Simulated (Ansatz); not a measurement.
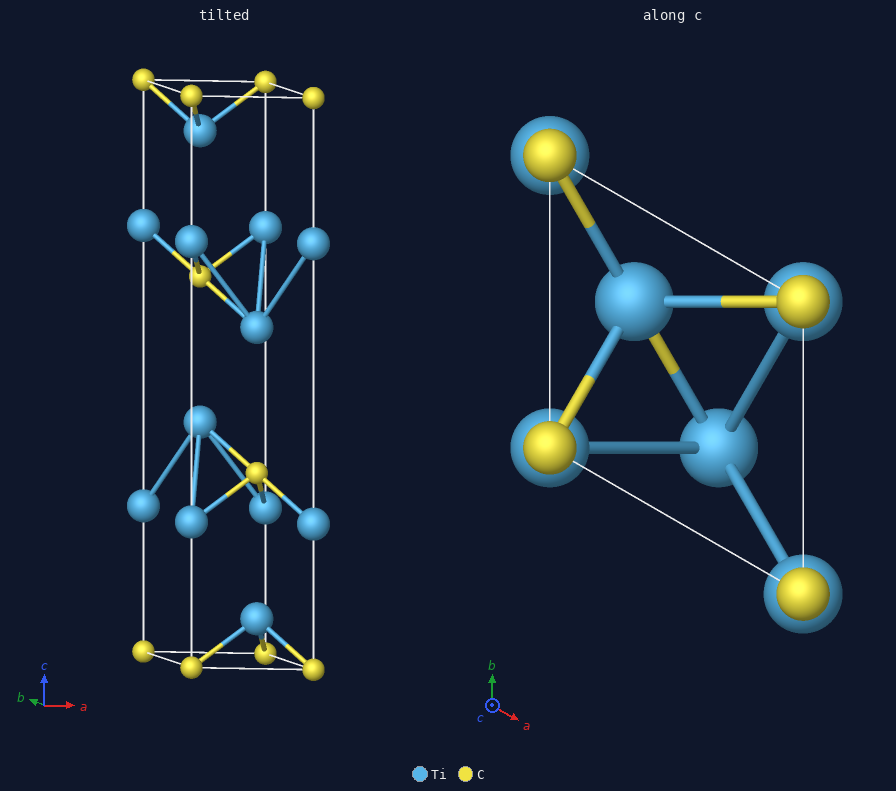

An orthographic ball-and-stick view of the structure, slightly off an axis and along the c axis. The frame is the conventional unit cell; atoms at its boundary are shown with their periodic copies. Cell: a = 3.08 Å, b = 3.08 Å, c = 14.46 Å, α = 90.00°, β = 90.00°, γ = 120.00°.

The structure comes from a structure listed in the Materials Project. Earlier steps of the study may have refined or changed the cell and positions. Ansatz was used for an electronic-structure calculation on it.

> What is this?

The structure is one of Ti₂C. Space group: R-3m (No. 166). Lattice: rhombohedral (trigonal R). Content of the cell: 6 Ti, 3 C (Z = 3). With all contacts inside bonding distance counted, the coordination numbers are Ti 6 and C 6. Not all metal-metal contacts are counted.

Method: DFT r2SCAN, scalar-relativistic, plane waves, PAW in Ansatz 0.2.0; 500 eV cutoff, k-points about 0.13 Å⁻¹ apart, Gaussian smearing of 0.1 eV, no spin polarisation.

> Is it conducting or gapped at this level?

A metal: bands cross the Fermi level.

> What charge does Bader's analysis assign to each element?

Ti +1.11 e; C -2.23 e.

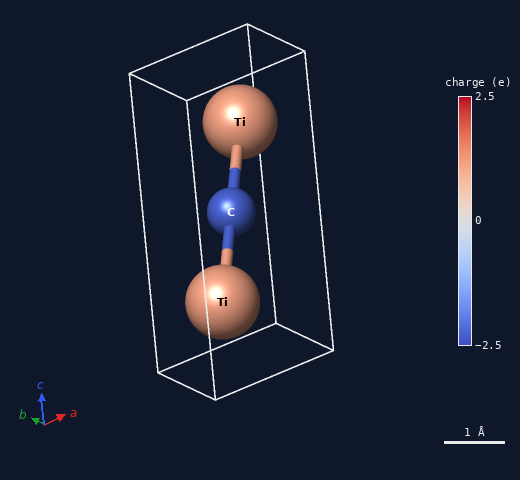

The atoms coloured by those charges. The run's cell of 3 atoms is drawn in a reduced setting, so axes and origin can differ from the first picture.

> Are forces and stress small enough to call this relaxed?

Yes. All forces vanish to within 0.01 eV/Å. The pressure is 0.0 GPa, close to zero.
